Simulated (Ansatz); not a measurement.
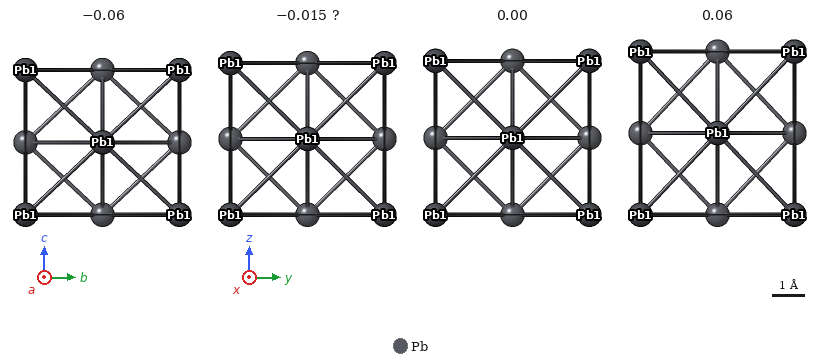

A scan of solid Pb (Fm-3m): the cell is strained along z alone, with the atoms kept at their fractional coordinates. x, y and z are the Cartesian axes of the input. The picture is a ball-and-stick view of the conventional cell (4 times the calculation's cell), seen along the a axis. Lengths and directions refer to the drawn axes.

Level of theory: Ansatz, DFT PBE, scalar-relativistic, plane waves, PAW. (plane-wave cutoff 420 eV; k-point mesh 16 × 16 × 16; occupations gaussian; smearing width 0.15 eV; no spin polarisation). Energies (free energies at the smearing named) are counted from the cell as listed in its source, which wasn't relaxed.

```json
{"strain": "−0.0600", "ΔE (meV/atom)": "55.0"}
{"strain": "−0.0450", "ΔE (meV/atom)": "36.4"}
{"strain": "−0.0300", "ΔE (meV/atom)": "21.1"}
{"strain": "−0.0150", "ΔE (meV/atom)": "?"}
{"strain": "0.0000", "ΔE (meV/atom)": "0.0"}
{"strain": "0.0150", "ΔE (meV/atom)": "−6.2"}
{"strain": "0.0300", "ΔE (meV/atom)": "−9.9"}
{"strain": "0.0450", "ΔE (meV/atom)": "−11.4"}
{"strain": "0.0525", "ΔE (meV/atom)": "−11.4"}
{"strain": "0.0600", "ΔE (meV/atom)": "−10.9"}
```

**One row is withheld. What is its energy?**

A straight line between the two neighbours gives 10.6 meV/atom. A cubic through the four nearest rows (−0.0450, −0.0300, 0.0000, 0.0150) gives, with Lagrange weights, (−0.1667)(36.4) + (0.6667)(21.1) + (0.6667)(0.0) + (−0.1667)(−6.2) = 9.0 meV/atom. The calculation gives 9.0 meV/atom, so the cubic is right to the digits shown and the straight line 1.6 meV/atom too high, as the curve bends upwards here.

The whole profile:

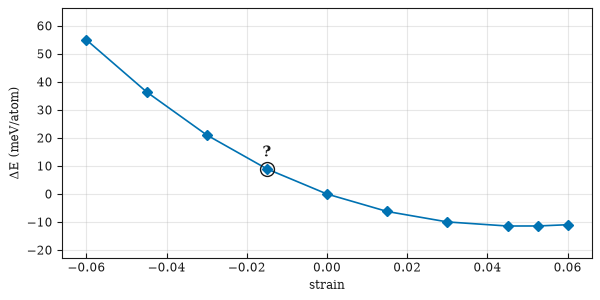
